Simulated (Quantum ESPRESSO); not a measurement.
# BP (F-43m): how pressure shifts the optical phonon

Aim: the Grüneisen parameter and the pressure coefficient of an optical mode of BP (F-43m).

Calculated with Quantum ESPRESSO 7.5; DFT LDA, scalar-relativistic, plane waves, PseudoDojo norm-conserving pseudopotentials.

## Step 1: The relaxed structure

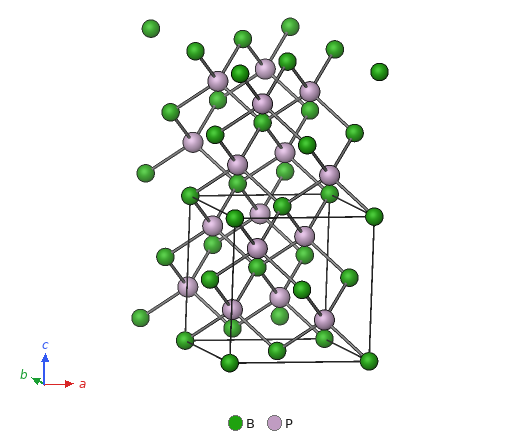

The cell as given, slightly off an axis (boron green, phosphorus pink). 1×2×2 cells are drawn. This picture shows the conventional cell, with its axes. Bonds to atoms that aren't drawn are left out. Some periodic images of atoms are drawn too.

This is the cell after its relaxation at this level of theory, not the database cell from which that began.

## Step 2: Runs at several volumes

The relaxed cell is scaled uniformly; in this structure symmetry fixes all atoms, so nothing has to be relaxed anew. Each volume gets a ground state and a response at Γ. The mode followed is the highest one without the macroscopic field, of symmetry T2; longitudinal polar modes lie higher. Cutoff 84 Ry, k mesh 12×12×12.

From the response at V/V₀ = 0.97:

Output:

```text
[banners, grids, parts of the stress and lines that vanish by symmetry left out]
Program PHONON v.7.5
     Reading xml data from directory:

[...]
Exchange-correlation= PW
                           (   1   4   0   0   0   0   0)
[...]
kinetic-energy cut-off    =      84.0000  Ry
     charge density cut-off    =     336.0000  Ry
     convergence threshold     =      1.0E-18
[...]
Exchange-correlation= PW
                           (   1   4   0   0   0   0   0)
[...]
q = (   0.0000000   0.0000000   0.0000000 )
     25 Sym.Ops. (with q -> -q+G )
     G cutoff =  299.8205  (  15353 G-vectors)     FFT grid: ( 36, 36, 36)
     number of k points=    72
[...]
Mode symmetry, T_d (-43m)  point group:
[...]
Dielectric constant
[...]
End of electric fields calculation
          Dielectric constant in cartesian axis
          (       9.148097306      -0.000000000       0.000000000 )
          (      -0.000000000       9.148097306      -0.000000000 )
          (      -0.000000000       0.000000000       9.148097306 )
          Effective charges (d Force / dE) in cartesian axis without acoustic sum rule applied (asr)
           atom    1  B     Mean Z*:       -0.74370
      Ex  (       -0.74370       -0.00000        0.00000 )
      Ey  (       -0.00000       -0.74370       -0.00000 )
      Ez  (        0.00000       -0.00000       -0.74370 )
           atom    2  P     Mean Z*:        0.73995
      Ex  (        0.73995        0.00000       -0.00000 )
      Ey  (       -0.00000        0.73995        0.00000 )
      Ez  (       -0.00000        0.00000        0.73995 )
          Effective charges Sum: Mean:       -0.00375
[...]
Effective charges (d Force / dE) in cartesian axis with asr applied:
           atom    1  B     Mean Z*:       -0.74182
[...]
atom    2  P     Mean Z*:        0.74182
[...]
Representation #   1 modes #   1   2   3
[...]
End of self-consistent calculation
     Convergence has been achieved
     Representation #   2 modes #   4   5   6
[...]
End of self-consistent calculation
     Convergence has been achieved
[...]
Dielectric constant in cartesian axis
          (       9.148097306      -0.000000000       0.000000000 )
          (      -0.000000000       9.148097306      -0.000000000 )
          (      -0.000000000       0.000000000       9.148097306 )
          Effective charges (d Force / dE) in cartesian axis without acoustic sum rule applied (asr)
           atom    1  B     Mean Z*:       -0.74370
      Ex  (       -0.74370       -0.00000        0.00000 )
      Ey  (       -0.00000       -0.74370       -0.00000 )
      Ez  (        0.00000       -0.00000       -0.74370 )
           atom    2  P     Mean Z*:        0.73995
      Ex  (        0.73995        0.00000       -0.00000 )
      Ey  (       -0.00000        0.73995        0.00000 )
      Ez  (       -0.00000        0.00000        0.73995 )
          Effective charges Sum: Mean:       -0.00375
[...]
Effective charges (d Force / dE) in cartesian axis with asr applied:
           atom    1  B     Mean Z*:       -0.74182
[...]
atom    2  P     Mean Z*:        0.74182
[...]
q = (    0.000000000   0.000000000   0.000000000 )
[...]
freq (    1) =      -0.021196 [THz] =      -0.707027 [cm-1]
     freq (    2) =      -0.021196 [THz] =      -0.707027 [cm-1]
     freq (    3) =      -0.021196 [THz] =      -0.707027 [cm-1]
     freq (    4) =      25.376468 [THz] =     846.467870 [cm-1]
     freq (    5) =      25.376468 [THz] =     846.467870 [cm-1]
     freq (    6) =      25.376468 [THz] =     846.467870 [cm-1]
[...]
Mode symmetry, T_d (-43m)  point group:
     freq (   1-   3) =         -0.7  [cm-1]   --> T_2  G_15 P_4   I+R
     freq (   4-   6) =        846.5  [cm-1]   --> T_2  G_15 P_4   I+R

   JOB DONE.
```

One volume, V/V₀ = 1, is held back as a test.

```tsv
V/V₀	volume (Å³/atom)	pressure (GPa)	ω (cm⁻¹)
0.97	10.954	5.62	846.47
1	11.293	-0.01	held back
1.03	11.632	-4.90	797.13
```

## Step 3: The fit

The mode Grüneisen parameter is γ = −d ln ω / d ln V.

```tsv
ln(V/V₀)	ln ω
-0.0305	6.7411
0.0296	6.6810
```

A straight line through these points has the slope -1.001, so γ = 1.00; at V/V₀ = 1 it predicts ω = exp(6.7106 + 0.0000) = 821.06 cm⁻¹.

A parabola of pressure against ln V through V/V₀ = 0.97, 1 and 1.03 gives the bulk modulus B = −dP/d ln V = 175 GPa at V₀. With ω₀ from the fitted line the pressure coefficient follows as dω/dP = γ ω₀ / B = 1.00 × 821.1 / 175 = 4.70 cm⁻¹/GPa.

## Step 4: The run that was held back

Output:

```text
[banners, grids, parts of the stress and lines that vanish by symmetry left out]
[banner, memory and clock lines left out]
Program PHONON v.7.5

[...]
Exchange-correlation= PW
                           (   1   4   0   0   0   0   0)
[...]
(   8 q-points):
[...]
kinetic-energy cut-off    =      84.0000  Ry
     charge density cut-off    =     336.0000  Ry
     convergence threshold     =      1.0E-18
[...]
Exchange-correlation= PW
                           (   1   4   0   0   0   0   0)
[...]
q = (   0.0000000   0.0000000   0.0000000 )
     25 Sym.Ops. (with q -> -q+G )
     G cutoff =  305.9710  (  15905 G-vectors)     FFT grid: ( 36, 36, 36)
     number of k points=    72
[...]
Mode symmetry, T_d (-43m)  point group:
[...]
Dielectric constant
[...]
End of electric fields calculation
          Dielectric constant in cartesian axis
          (       9.159297068       0.000000000      -0.000000000 )
          (       0.000000000       9.159297068       0.000000000 )
          (      -0.000000000       0.000000000       9.159297068 )
          Effective charges (d Force / dE) in cartesian axis without acoustic sum rule applied (asr)
           atom    1  B     Mean Z*:       -0.64515
      Ex  (       -0.64515       -0.00000       -0.00000 )
      Ey  (       -0.00000       -0.64515       -0.00000 )
      Ez  (       -0.00000       -0.00000       -0.64515 )
           atom    2  P     Mean Z*:        0.64151
      Ex  (        0.64151       -0.00000       -0.00000 )
      Ey  (       -0.00000        0.64151        0.00000 )
[...]
Convergence has been achieved
[...]
q = (    0.000000000  -0.707106781   0.000000000 )
[...]
freq (    5) =      21.876528 [THz] =     729.722441 [cm-1]
     freq (    6) =      24.110792 [THz] =     804.249448 [cm-1]
[...]
Mode symmetry, D_2d (-42m) point group:
     freq (   1-   2) =        313.0  [cm-1]   --> E    X_5  W_3
     freq (   3-   3) =        536.8  [cm-1]   --> A_1  X_1  W_1
     freq (   4-   5) =        729.7  [cm-1]   --> E    X_5  W_3
     freq (   6-   6) =        804.2  [cm-1]   --> B_2  X_3  W_2
[...]
Mode symmetry, S_4 (-4)    point group:
[...]
Convergence has been achieved
[...]
Convergence has been achieved
[...]
Convergence has been achieved
[...]
Convergence has been achieved
     Representation #   5 mode #   5
[...]
End of self-consistent calculation
     Convergence has been achieved
     Representation #   6 mode #   6
[...]
End of self-consistent calculation
     Convergence has been achieved
[...]
q = (   -0.353553391  -0.707106781   0.000000000 )
[...]
freq (    1) =      11.109701 [THz] =     370.579732 [cm-1]
     freq (    2) =      12.521323 [THz] =     417.666390 [cm-1]
     freq (    3) =      13.320054 [THz] =     444.309167 [cm-1]
     freq (    4) =      20.499808 [THz] =     683.799975 [cm-1]
     freq (    5) =      21.876746 [THz] =     729.729693 [cm-1]
     freq (    6) =      24.047229 [THz] =     802.129233 [cm-1]
[...]
Mode symmetry, S_4 (-4)    point group:
     freq (   1-   1) =        370.6  [cm-1]   --> E*   W_2
     freq (   2-   2) =        417.7  [cm-1]   --> B    W_3
     freq (   3-   3) =        444.3  [cm-1]   --> A    W_1
     freq (   4-   4) =        683.8  [cm-1]   --> E    W_4
     freq (   5-   5) =        729.7  [cm-1]   --> B    W_3
     freq (   6-   6) =        802.1  [cm-1]   --> E*   W_2
```

It gives 821.16 cm⁻¹ against the predicted 821.06 cm⁻¹, a miss of 0.1 cm⁻¹.

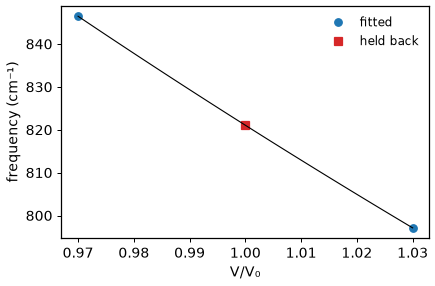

Frequency against volume, with the power-law fit.

## Step 5: Outcome

```json
{
  "mode Grüneisen parameter": "1.001",
  "bulk modulus": "175 GPa",
  "pressure coefficient": "4.70 cm⁻¹/GPa"
}
```

The highest optical mode of BP (F-43m) without the LO-TO term stiffens by 4.70 cm⁻¹ a GPa near the relaxed volume, with γ = 1.00. The power law meets all 3 runs within 0.02 %. Such a coefficient turns a measured shift of this mode into a hydrostatic stress; uniaxial or biaxial stress splits the mode and needs deformation potentials. These are harmonic values at zero temperature for the structure held cubic, which a run at Γ can't show to be stable; the bulk modulus rests on three points.

[Host names and launcher messages were left out of these logs when they were recorded.]

[Logs are printed without paths, hosts, clocks, repeated set-up lines and the standing remarks that a program may print on its own settings, such as how far it seeks lower states.]

[Hosts, paths, dates, database ids (printed as entryN), source tags and the programs' standing remarks are cut or masked in the printed files.]
